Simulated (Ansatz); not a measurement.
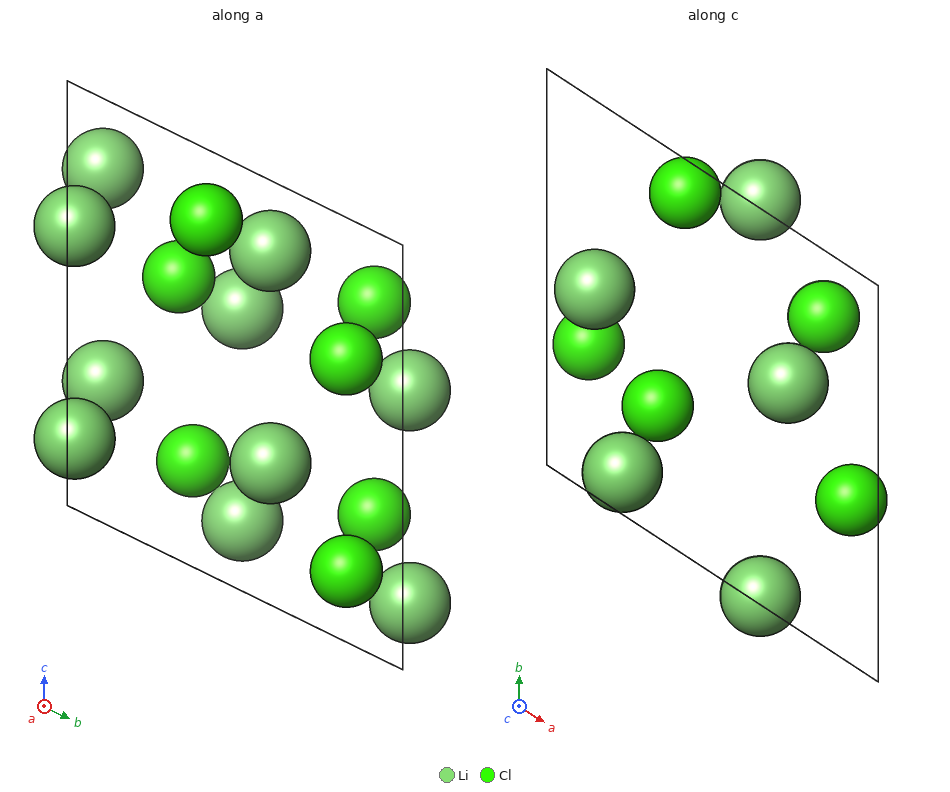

The image is a spheres-only drawing of a crystal, viewed along the a axis and along the c axis. The edges of the simulation cell are marked.

Input used:
```yaml
crystal:
  lattice:
    - [-1.9626901213, 3.3994790095, -6.2893910683]
    - [-1.9626901213, 3.3994790095, 6.2893910683]
    - [7.8507604851, 1.0e-10, 0.0]
  atoms:
    - { symbol: Li, position: [0.7282586802, 0.6058416074, 0.3336958603] }
    - { symbol: Li, position: [0.2275366464, 0.1062277078, 0.3341687816] }
    - { symbol: Li, position: [0.7282140004, 0.6051047908, 0.8337232974] }
    - { symbol: Li, position: [0.2282171923, 0.10612009, 0.8339327761] }
    - { symbol: Li, position: [0.144555118, 0.5221497823, 0.1663016809] }
    - { symbol: Li, position: [0.6433653693, 0.0220630231, 0.1658316118] }
    - { symbol: Li, position: [0.1442826426, 0.5221880797, 0.6660695002] }
    - { symbol: Li, position: [0.6444927126, 0.0213837345, 0.6662776692] }
    - { symbol: Cl, position: [0.4173135159, 0.9151228896, 0.3328447499] }
    - { symbol: Cl, position: [0.9187497873, 0.4145641459, 0.833215934] }
    - { symbol: Cl, position: [0.4173283171, 0.9152347965, 0.832661113] }
    - { symbol: Cl, position: [0.8344677064, 0.8322815327, 0.1671570297] }
    - { symbol: Cl, position: [0.1266217266, 0.3741948898, 0.2500004814] }
    - { symbol: Cl, position: [0.8355341235, 0.8313468771, 0.6667821732] }
    - { symbol: Cl, position: [0.3346645097, 0.3325740043, 0.6673373414] }
basis:
  ecutwfc: 420
kpoints:
  mp_grid: { grid: [4, 4, 4] }
hamiltonian:
  xc: pbe
scf:
  occupations: { method: gaussian, width: 0.05 }
output:
  forces: true
  stress: true
  eigenvalues: true
  write_density: true
  write_potential: true
  elf: true
  volumetric_format: npy
```
Run as:
```sh
ansatz run input.yaml --threads 4 --pin off --max-ram 9216MiB --backend cpu --events-out ev --progress --plain --runs-dir out
```

Level of theory: DFT PBE, scalar-relativistic, plane waves, PAW (Ansatz). Settings were a cutoff energy of 420 eV, Brillouin-zone sampling on a 4×4×4 mesh, Gaussian smearing of 0.05 eV, no spin polarisation.

**Is it conducting or gapped at this level?**

A metal: bands cross the Fermi level.

**State the hydrostatic pressure.**

The computed pressure is 5.0 GPa (compressed: it would expand). The stress isn't hydrostatic: its largest component is 7.6 GPa.

The cell started as a structure listed in the Materials Project. The cell was then strained or its atoms displaced on purpose. It went into a calculation with Ansatz.

At this level of theory the cell isn't at rest (compressed, at 5 GPa and forces up to 15.9 eV/Å), so its distances can differ from those at equilibrium, the more so the softer the solid.
